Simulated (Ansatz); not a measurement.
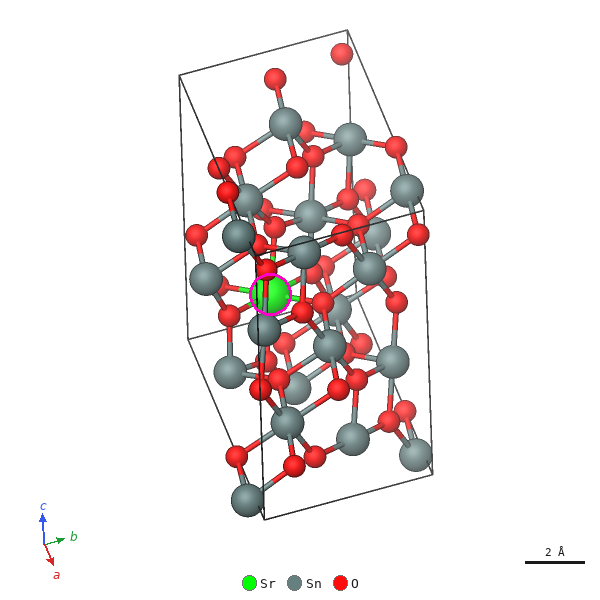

Shown here is a ball-and-stick view of the crystal, taken from a general direction. The edges of the supercell are marked. The host is SnO₂, in a cell of 48 sites, and the cell carries a charge of -2. A ring marks the defect's site.

### What kind of defect was put in?

Strontium on a tin site (a substitutional impurity). It is bonded to six O in a distorted octahedral arrangement at about 2.3 Å.

The atoms were relaxed in the host's cell with Ansatz 0.2.0, DFT PBE, scalar-relativistic, plane waves, PAW.
